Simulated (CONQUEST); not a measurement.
# Density-of-states run of Au

- system: Au (2 atoms in the cell)
- method: Kohn-Sham DFT of a periodic cell, PBEsol, PseudoDojo NC PBEsol, no spin polarisation (CONQUEST 1.3)

The structure derives from a Materials Project entry. It belongs to a series of runs on one base structure; here: atoms of the box moved at random by about 0.05 A.

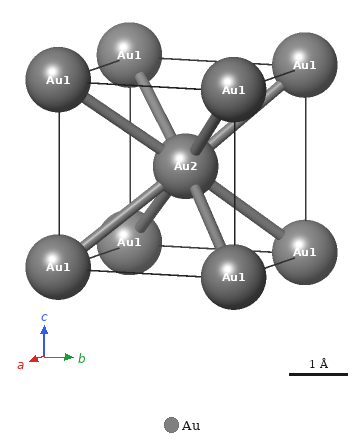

*The structure as given in the input (ball-and-stick view of the cell of the calculation, seen slightly off an axis; atoms are numbered from 1 in the order of the input).*

Near neighbours in the crystal (not all of them lie inside the picture): Au has 8 Au at 2.79 to 2.95 Å.

**The input**
```
IO.Title Au
IO.Coordinates coords.dat
IO.FractionalAtomicCoords F
IO.Iprint 2
IO.Iprint_init 1
General.NumberOfSpecies 1
General.PseudopotentialType hamann
General.DistanceUnits A
AtomMove.TypeOfRun static
AtomMove.FullStress T
Grid.GridCutoff 80
DM.SolutionMethod diagon
Diag.MPMesh T
Diag.GammaCentred T
Diag.MPMeshX 7
Diag.MPMeshY 7
Diag.MPMeshZ 7
Diag.kT 0.00099223
minE.SCTolerance 1e-6
SC.MaxIters 100
IO.AtomChargeOutput T
IO.writeDOS T
IO.write_proj_DOS T
%block ChemicalSpeciesLabel
1 196.970 Au
%endblock
```

Run on 1 thread of AMD EPYC (Zen 5), 16 GiB of memory available, shared host.

Launched with:
```bash
Conquest, then PostProcessCQ with the Process lines added to Conquest_input
```

**What the program printed**
```
Simulation cell dimensions:     3.3145 A  x     3.3145 A  x     3.3145 A

      Atomic coordinates (A )
         Atom         X         Y         Z  Species
            1    6.1797    6.1947    0.0395        1
            2    3.1213    3.2411    3.1836        1

         Monkhorst-Pack mesh:   7 x   7 x   7 gamma-centred
        This calculation includes non-local pseudopotentials,
         with a maximum core radius of      7.03073947

    Job title: Au
    Job to be run: static calculation

    Ground state search:
      Support functions represented with PAO basis
      1:1 PAO to SF mapping
      Non-spin-polarised electrons
      Solving for the K matrix using diagonalisation
      Using Fermi-Dirac smearing

    Integration grid size:     32 x   32 x   32

    Integration grid spacing:  0.104 A  x 0.104 A  x 0.104 A

    Number of species:  1
    --------------------------------------------------------
    |   #  mass (au)  Charge (e)  SF Rad (A )  NSF  Label  |
    --------------------------------------------------------
    |   1    196.970      19.000        3.832   10  Au     |
    --------------------------------------------------------
          SCF tolerance:                 0.00000100
          SCF iterations:               100

    LibXC version:  6. 2. 2
    Using the GGA functional Perdew, Burke & Ernzerhof SOL
    Using the GGA functional Perdew, Burke & Ernzerhof SOL

           radial cut-off to be used is taken to be max PAO cut-off radius for this species:    7.030739

           greatest ang. mom. for making density from PAOs:  2
    Minimum blocs/proc is      512. Maximum blocs/proc is      512
    set_atom_dens: In set_atomic_density, electrons :      38.000000000000
 matrix_size & matrix_size_padH =           20          20

    Screened ion int: energy:    -233.824924845217 Ha

    new_SC_potl: Starting.  Tolerance:  0.10000E-05

    PulayMixSC: Starting Pulay mixing, A_up =  0.500 A_dn =  0.500
    PulayMixSC: Spin non-polarised calculation.
          Harris-Foulkes Energy            :      -294.722259470484971 Ha
          GroundState Energy (E-(1/2)TS)   :      -294.722282873026472 Ha
          Free Energy (E-TS)               :      -294.722306275567973 Ha
          DFT Total Energy                 :      -294.722127549898687 Ha
          Total number of electrons        :        37.999999999999886
    PulayMixSC: Pulay iteration     1 residual:              0.41571E-03
          Harris-Foulkes Energy            :      -294.722161549079374 Ha
          GroundState Energy (E-(1/2)TS)   :      -294.722184871514685 Ha
          Free Energy (E-TS)               :      -294.722208193949996 Ha
          DFT Total Energy                 :      -294.722130226928300 Ha
          Total number of electrons        :        38.000010030965299
    PulayMixSC: Pulay iteration     2 residual:              0.20520E-03
          Harris-Foulkes Energy            :      -294.722131019585674 Ha
          GroundState Energy (E-(1/2)TS)   :      -294.722154258218438 Ha
          Free Energy (E-TS)               :      -294.722177496851145 Ha
          DFT Total Energy                 :      -294.722130972328671 Ha
          Total number of electrons        :        38.000020071671820
    PulayMixSC: Pulay iteration     3 residual:              0.28272E-05
          Harris-Foulkes Energy            :      -294.722130920937389 Ha
          GroundState Energy (E-(1/2)TS)   :      -294.722154163079267 Ha
          Free Energy (E-TS)               :      -294.722177405221089 Ha
          DFT Total Energy                 :      -294.722130920890322 Ha
          Total number of electrons        :        38.000019382351915
    PulayMixSC: Pulay iteration     4 residual:              0.66239E-07
    PulayMixSC: Reached SCF tolerance of  0.66239E-07 after      4 iterations
      | Number of electrons      =        38.000019
      |* band energy as 2Tr[K.H] =       -47.994734447350297 Ha
      |  screened ion-ion energy =      -233.824924845217311 Ha
      |  Ha correction           =         0.040852065030196 Ha
      |  XC correction           =       -12.943323617321942 Ha
      | GS Energy as E-(1/2)TS   =      -294.722154163079267 Ha
      | Free Energy as E-TS      =      -294.722177405221089 Ha
      |* Harris-Foulkes energy   =      -294.722130920937389 Ha
      |* DFT total energy        =      -294.722130920890322 Ha
      |  estimated accuracy      =        -0.000000000047066 Ha
    get_E_and_F: Change in energy during last step of electronic optimisation:  0.98648E-07

    BIBLIOGRAPHY: Please consider citing the following references in the conquest.bib file

    CONQUEST:         Bowler2002pt, Miyazaki2004, Nakata2020
    Basis:            Bowler2019
    DM:               Bowler:2006xr
    Pseudopotentials: Hamann2013, Bowler2019
    XC references from LibXC:
```

**File coords.dat**
```
    3.3145380000     0.0000000000     0.0000000000
    0.0000000000     3.3145380000     0.0000000000
    0.0000000000     0.0000000000     3.3145380000
2
 -0.0443982365  -0.0364566035   0.0209014766 1 T T T
  1.6517005762   1.7151076881   1.6846868583 1 T T T
```

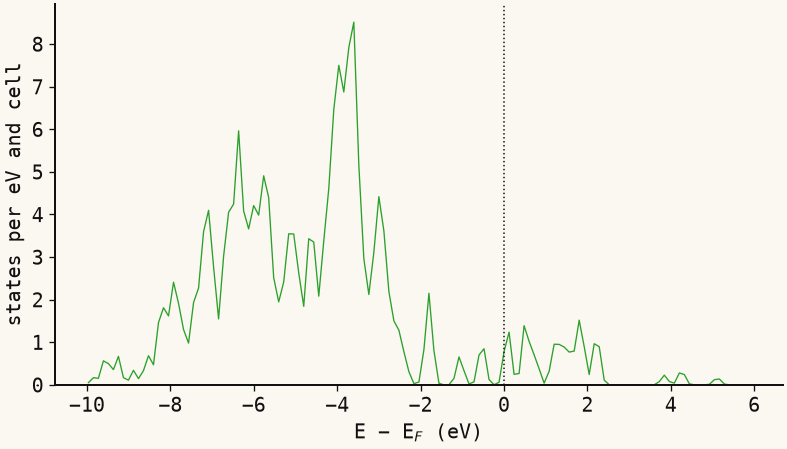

*Density of states from the levels on the mesh of the run, whose fine structure reflects that mesh, with energies from the Fermi level of the run.*

At the top of the window the curve may fall because the computed bands end.

**Results in brief**

| quantity | value |
| --- | --- |
| outcome | converged |
| space group (tolerance 0.01 Å) | P-1 (2) |
| electrons treated | 38 |
| free energy | −8019.7990 eV |
| Fermi energy of the self-consistent step | −2.191 eV |
| gap on the k-point mesh | none (metallic) |
| wall time | 4.3 s |
| peak memory | 0.16 GiB |

**Notes**

Points of doubt noted for this run: output prints bohr positions as angstrom; small atomic basis. Spin–orbit coupling is left out, which matters for Au.
